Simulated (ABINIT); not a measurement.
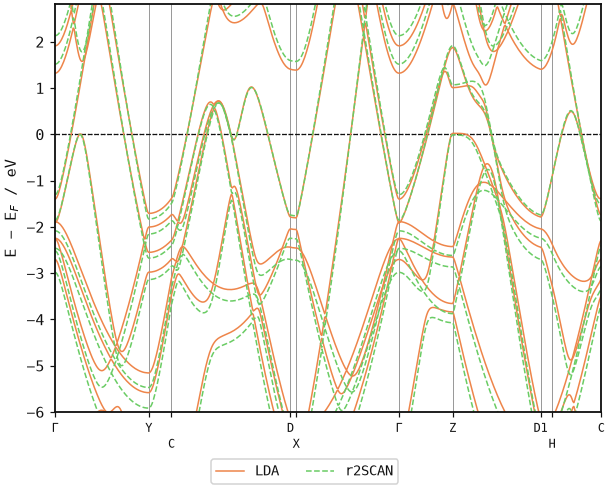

Band structures of Si, space group Fmmm (No. 69), 4 atoms in the primitive cell (a = 5.35 Å, b = 5.24 Å, c = 3.60 Å, α = 71.86°, β = 68.44°, γ = 39.71°), by two methods on the same cell. Each is counted from its own Fermi level.

**How do the methods compare?**

Both give a metal. Levels within 1 eV of the Fermi level in either run differ by 0.05 eV on average and by 0.21 eV at most (between Z and D1). Filled levels 1 to 5 eV under it lie 0.19 eV higher on average in LDA than in r2SCAN.

Settings. LDA: JTH PAW LDA v2.0, no spin polarisation, no spin-orbit coupling, 8×8×8 k mesh, 408 eV cutoff, Fermi-Dirac smearing of 0.05 eV (ABINIT). r2SCAN: JTH PAW PBE v2.0, no spin polarisation, no spin-orbit coupling, 8×8×8 k mesh, 490 eV cutoff, Fermi-Dirac smearing of 0.05 eV (ABINIT 10.8.3 (patched build)).

In reduced coordinates of the cell that was run, Y is (0.5, 0, 0.5), C is (0.5, 0.111, 0.611), D is (0.031, 0.5, 0.531), X is (0, 0.5, 0.5), Z is (0.5, 0.5, 0), D1 is (0.969, 0.5, 0.469) and H is (0.907, 0.407, 0.5). This isn't the form of Si at room conditions, which is diamond. r2SCAN: the PAW data sets were made with another functional.
